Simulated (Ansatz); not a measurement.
**Run report: CoSi, geometry relaxation**

CoSi (F-43m, 2 atoms in the cell), set up with DFT, PBE, plane waves, PAW (Ansatz 0.2.0).

The structure was built on a prototype by a generator; it need not be a known phase.

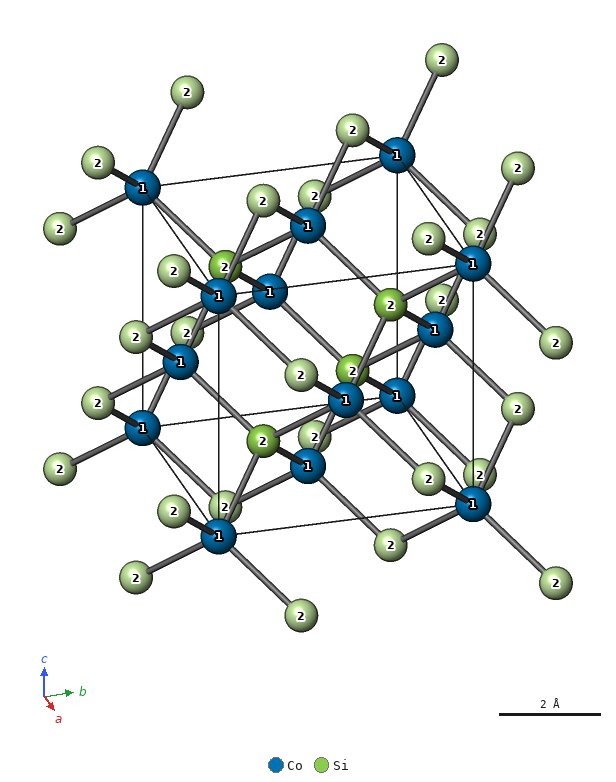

**Figure 1.** The input geometry (ball-and-stick view of the cell 4 times as large as that of the calculation, set on its symmetry axes, seen at an oblique angle; neighbours outside the cell are drawn fainter; atoms are numbered from 1 in the order of the input). Near neighbours in the crystal (not all of them lie inside the picture): Co has 4 Si at 2.29 Å; Si has 4 Co at 2.29 Å.

### Outcome

- outcome: refused by the program
- space group (tolerance 0.01 Å): F-43m (216)
- hardware: 1 thread of Arm Neoverse V2, 24 GiB of memory available, shared host

This input holds a deliberate fault: a keyword of another program (`scf.mixing_beta`). The program refused the input: “YAML parse error: error: line 15 column 3: unknown field `mixing_beta`, expected one of max_iter, algorithm, n_extra_bands, self_checks, convergence, lower_state_search, omitted_lower_state_checks, lower_solution_reach, mixing, occupations, eigensolver, initial_density, exx --> <input>:15:3 | 13 | scf: 14 | …”

### The input
```yaml
crystal:
  lattice:
    - [0.0, 2.6470261364, 2.6470261364]
    - [2.6470261364, 0.0, 2.6470261364]
    - [2.6470261364, 2.6470261364, 0.0]
  atoms:
    - { symbol: Co, position: [0.0, 0.0, 0.0], spin: 1.7 }
    - { symbol: Si, position: [0.25, 0.25, 0.25] }
magnetization:
  spin_polarized: true
kpoints:
  mp_grid: { grid: [14, 14, 14] }
scf:
  occupations: { method: fermi_dirac, width: 0.08 }
  mixing_beta: 400
  max_iter: 80
hamiltonian:
  xc: pbe
  pseudopotentials: { kind: paw }
output:
  forces: true
  stress: true
relax:
  f_tol: 0.005
  max_steps: 40
  cell: {}
```

Launch command:
```bash
ansatz run input.yaml --threads 1 --pin off --max-ram 3072MiB --backend cpu --events-out ev --progress --plain --runs-dir out
```

### Output
```
Error: YAML parse error: error: line 15 column 3: unknown field `mixing_beta`, expected one of max_iter, algorithm, n_extra_bands, self_checks, convergence, lower_state_search, omitted_lower_state_checks, lower_solution_reach, mixing, occupations, eigensolver, initial_density, exx
  --> <input>:15:3
   |
13 | scf:
14 |   occupations: { method: fermi_dirac, width: 0.08 }
15 |   mixing_beta: 400
   |   ^ unknown field `mixing_beta`, expected one of max_iter, algorithm, n_extra_bands, self_checks, convergence, lower_state_search, omitted_lower_state_checks, lower_solution_reach, mixing, occupations, eigensolver, initial_density, exx
16 |   max_iter: 80
17 | hamiltonian:
   |
```
